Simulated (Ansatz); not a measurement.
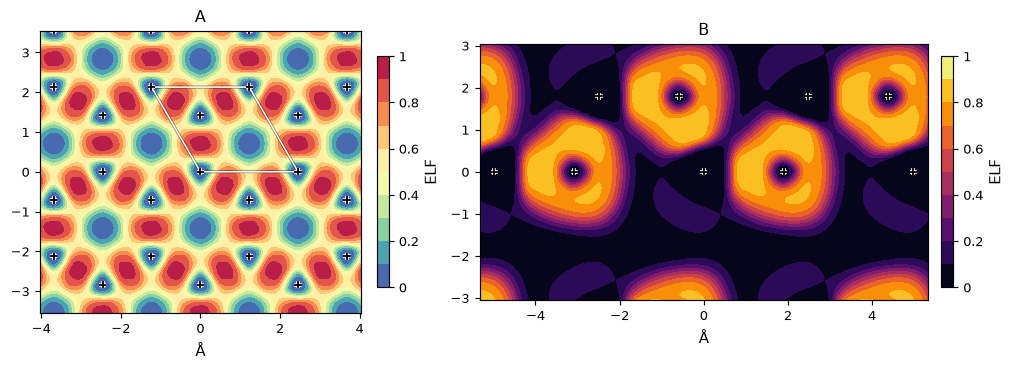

The electron localisation function of 2 systems, each on a plane through atoms (crosses mark nuclei in the plane).

Method: DFT PBE+D3(BJ), scalar-relativistic, plane waves, PAW in Ansatz.

System 1: C, the (001) plane of the conventional cell. Space group R-3m; computed pressure about 3 GPa in this cell.

System 2: AlN, the (110) plane of the conventional cell. Space group P6₃mc.

```
Al N
1.0
     3.10940    0.00000    0.00000
    -1.55470    2.69282    0.00000
     0.00000    0.00000    4.97853
Al N
2 2
Direct
  0.33333 0.66667 0.00006
  0.66667 0.33333 0.50006
  0.33333 0.66667 0.38194
  0.66667 0.33333 0.88194
```

### Which map belongs to which system?

Panel A is system 1, C: the plane holds C. C–C (1.42 Å): the ELF peaks at about 0.95 between the atoms: localised, covalent bonding. Panel B is system 2, AlN: the plane holds Al and N. Al–N (1.89 Å): the ELF peaks at about 0.90 between the atoms, as expected for a shared but strongly polarised pair.
